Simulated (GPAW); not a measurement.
# How ZrB2 absorbs and reflects light, part 2 of 2

Aim: the dielectric function of ZrB2, and the optical constants that follow from it.

GPAW 26.7.0; DFT, PBE, plane-wave PAW (GPAW data sets), scalar-relativistic, RPA, optical limit.

So far. Step 2 (Ground state): There are states at the Fermi level within the smearing, so the occupations stay smeared and the carriers get a Drude term.

### 4. Dielectric function, RPA (continued)

Values under 1 per cm are given as 1; sum at mesh points, not converged in k. Table of absorption coefficient by photon energy:

```tsv
photon energy (eV)	E ∥ x (1/cm)	E ∥ z (1/cm)
1.01	3.9e5	3.2e5
1.99	5.8e5	5.4e5
3.02	6.7e5	5.5e5
3.98	8.7e5	9.5e5
4.98	8.8e5	1.0e6
6.02	1.1e6	1.1e6
6.99	1.2e6	1.3e6
8.03	1.5e6	1.5e6
9.02	1.9e6	2.0e6
10.03	2.2e6	2.2e6
11.03	2.2e6	2.2e6
12.02	2.2e6	2.0e6
13.00	2.2e6	1.9e6
14.04	2.1e6	2.0e6
14.96	2.0e6	1.7e6
16.03	1.9e6	1.7e6
16.96	1.7e6	1.5e6
18.05	1.7e6	1.2e6
18.97	1.4e6	1.1e6
```

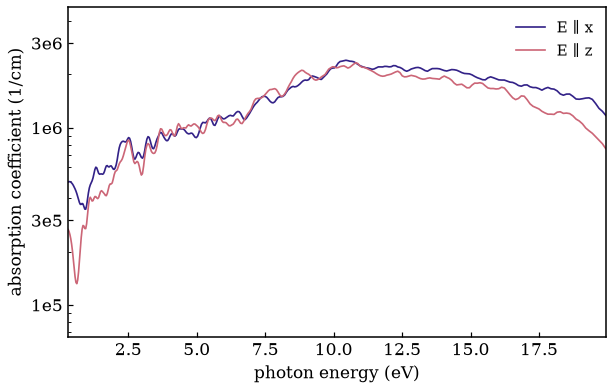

Absorption coefficient against photon energy.

The reflectivity at normal incidence has structure finer than the step of the table below, so its rows give means over 1 eV, whole bins alone (the curve runs from 0.305 to 19.9 eV). Peaks (eV: height): E ∥ x 1.3: 65.0, 2.5: 59.0, 3.2: 49.1, 10.8: 53.4, 12.3: 52.1, 14.6: 54.7, 18.2: 48.6; E ∥ z 1.1: 59.1, 2.5: 56.1, 8.9: 48.6, 10.9: 56.5, 12.4: 54.0, 14.3: 53.2, 16.3: 51.4.

Sum at mesh points, not converged in k. The reflectivity at normal incidence by photon energy; means over each step:

```tsv
photon energy (eV)	E ∥ x (%)	E ∥ z (%)
1	66.9	54.3
2	55.8	50.6
3	46.7	43.6
4	42.4	43.5
5	37.2	38.4
6	36.0	34.7
7	35.1	35.1
8	35.9	38.8
9	40.0	45.2
10	44.8	47.0
11	51.0	53.9
12	50.0	50.2
13	49.6	49.1
14	51.5	49.6
15	53.0	45.8
16	50.0	47.7
17	47.7	43.1
18	45.8	31.7
19	44.0	28.0
```

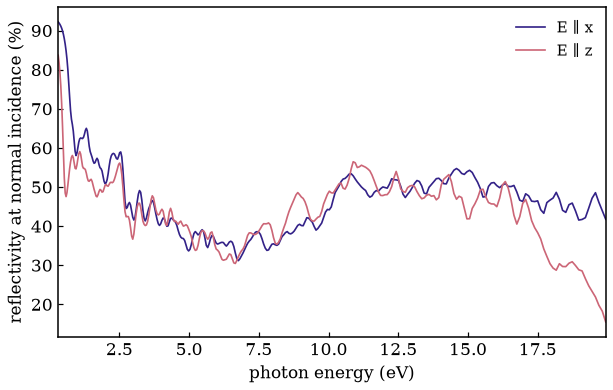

Reflectivity at normal incidence against photon energy.

Sum at mesh points, not converged in k. Loss function −Im 1/ε at q → 0 against energy loss; read off at these points:

```tsv
energy loss (eV)	E ∥ x	E ∥ z
1	0.0288	0.0232
2	0.0498	0.0406
3	0.0870	0.0743
4	0.0975	0.0828
5	0.122	0.122
6	0.133	0.147
7	0.127	0.112
8	0.142	0.148
9	0.139	0.130
10	0.136	0.137
11	0.158	0.152
12	0.190	0.234
13	0.223	0.270
14	0.260	0.316
15	0.310	0.499
16	0.422	0.575
17	0.573	0.805
18	0.713	1.50
19	1.11	1.97
```

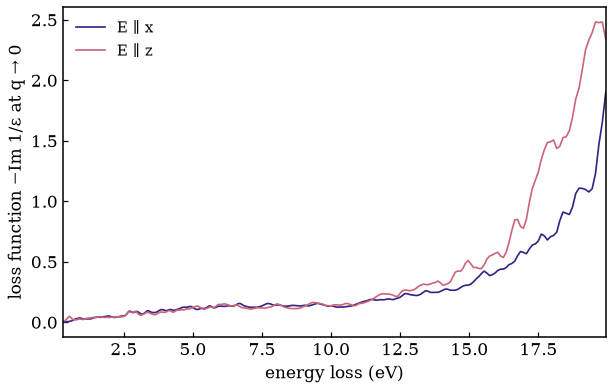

Loss function −Im 1/ε at q → 0 against energy loss.

The Im ε, E ∥ x has structure finer than the step of the table below, so its rows give means over 2 eV, whole bins alone (the curve runs from 0.305 to 19.9 eV). Peaks (eV: height): without local fields 1.1: 37.4, 2.2: 25.3; with local fields 1.1: 37.3, 2.2: 25.0.

Sum at mesh points, not converged in k. Im ε, E ∥ x against photon energy; means over each step:

```tsv
photon energy (eV)	without local fields	with local fields
2	22.2	22.0
4	10.5	10.2
6	8.13	7.69
8	7.85	7.28
10	6.18	6.00
12	3.00	3.00
14	1.62	1.70
16	0.843	0.950
18	0.558	0.633
```

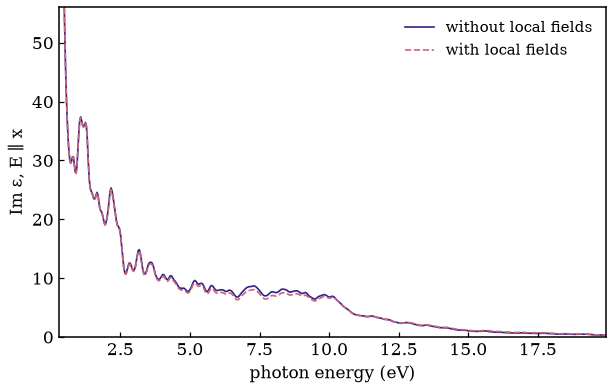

Im ε, E ∥ x against photon energy. Below 1 eV the curve runs off the scale.

Optical constants at common wavelengths, from n + ik = √ε:

```tsv
wavelength (nm)	n x	k x	R (%) x	1/α x	n z	k z	R (%) z	1/α z
1550	3.33	4.587	66.5	27 nm	5.49	3.159	57.9	39 nm
1064	4.25	4.202	62.4	20 nm	4.29	3.297	55.8	26 nm
800	3.37	3.480	56.8	18 nm	3.78	2.781	50.6	23 nm
532	2.88	3.544	58.3	12 nm	3.65	2.986	52.2	14 nm
405	2.75	2.242	42.4	14 nm	3.25	1.971	40.8	16 nm
248	2.22	1.746	33.8	11 nm	2.03	2.028	38.9	9.7 nm
193	2.01	1.858	35.8	8.3 nm	2.09	1.693	32.7	9.1 nm
```

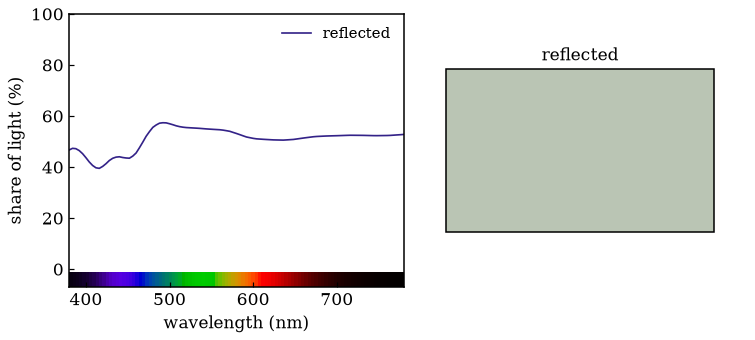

Light reflected across the visible range, with the colour that it makes of daylight (sRGB).

In reflection the computed colour is faintly yellow-green: x = 0.316, y = 0.351, luminous reflectivity 54 %.

### 5. Results

At this level (PBE, RPA) ZrB2 is a metal. The mesh is too coarse to trust the carriers' weight, the reflectivity or the colour to better than tens of per cent. In reflection the computed colour is faintly yellow-green: x = 0.316, y = 0.351, luminous reflectivity 54 %. The carriers' damping of 0.1 eV is typed, not computed; it shapes the response at the lowest energies. In this version of GPAW the matrix elements of the optical limit are incomplete, which can lower ε − 1 by up to a tenth where first-row anions or d states rule, and shift it by more in d metals. GPAW's carrier term has the form −ωp²/(ω + i·rate)², which damps like twice the rate and fails at low energy, so the curves leave the lowest energies out. The sum runs over mesh points 0.15 Å⁻¹ apart with no interpolation, so peaks are partly noise of the mesh, and the Drude plasma energy, a sum over the Fermi surface, isn't converged. Besides steps told in other documents, this task had 1 step that the program refused or didn't finish; those not told in a step above aren't shown.

[Machine, clock and banner lines and Python warnings are left out of the logs.]

[Logs are printed without paths, hosts, clocks, repeated set-up lines and the standing remarks that a program may print on its own settings, such as how far it seeks lower states.]

[Hosts, paths, dates, database ids (printed as entryN), source tags and the programs' standing remarks are cut or masked in the printed files.]
